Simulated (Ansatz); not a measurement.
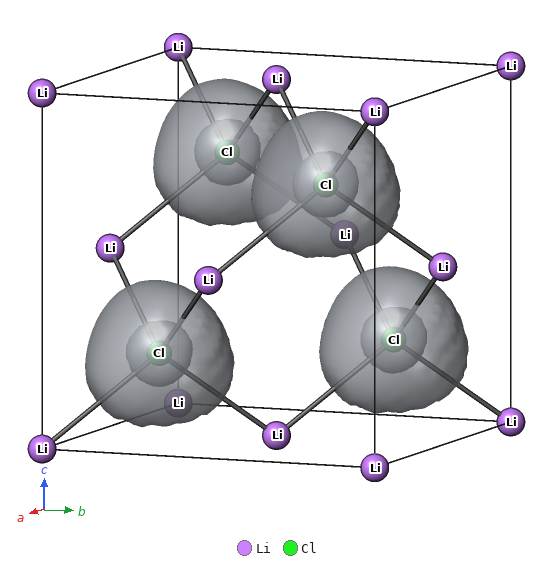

The picture shows: LiCl. Isosurface of the electron localisation function at 0.8 (grey), seen slightly off an axis. Only the valence region is drawn (cores and ρ < 0.01 e/Å³ removed). Sticks mark near contacts.

Space group F-43m; started from the zincblende prototype, which need not be the ambient phase; changed on purpose from its base cell (hydrostatic strain +2.8%).

Computed with Ansatz 0.2.0, DFT, PBE, plane waves, PAW.

In a PAW calculation such maps are meaningful between the atoms, not at the nuclei.

Input file:

```
crystal:
  lattice:
    - [0.0, 2.8103876251, 2.8103876251]
    - [2.8103876251, 0.0, 2.8103876251]
    - [2.8103876251, 2.8103876251, 0.0]
  atoms:
    - { symbol: Li, position: [0.0, 0.0, 0.0] }
    - { symbol: Cl, position: [0.25, 0.25, 0.25] }
kpoints:
  mp_grid: { grid: [8, 8, 8] }
  band_path:
    path:
      - [0.0, 0.0, 0.0]
      - [-0.5, -0.5, 0.0]
      - [-0.375, -0.375, 0.25]
      - [-0.375, 0.0, 0.375]
      - [0.0, 0.0, 0.5]
      - [-0.5, -0.25, 0.25]
    npoints: 1
hamiltonian:
  xc: pbe
scf:
  occupations: { method: fermi_dirac, width: 0.02 }
  n_extra_bands: 4
output:
  forces: true
  stress: true
  eigenvalues: true
  write_density: true
  write_potential: true
  elf: true
  volumetric_format: npy
```

Run with:

```sh
ansatz run input.yaml --threads 4 --pin off --max-ram 3686MiB --backend cpu --events-out ev --progress --plain --runs-dir out
```

Below, planes, directions and counts refer to the conventional cell (a = 5.62 Å, b = 5.62 Å, c = 5.62 Å, α = 90.00°, β = 90.00°, γ = 90.00°).

What do the ELF domains correspond to?

The surface consists of four regions wrapped around Cl (the valence shell of each), counted in one cell of 8 atoms. Any copies at cell faces, edges or corners count once. Profiles from the grid: Li–Cl (2.43 Å): the ELF peaks at about 0.90 in the valence shell of Cl, 0.9 Å from its nucleus, and falls to about 0 next to Li; a largely ionic contact.
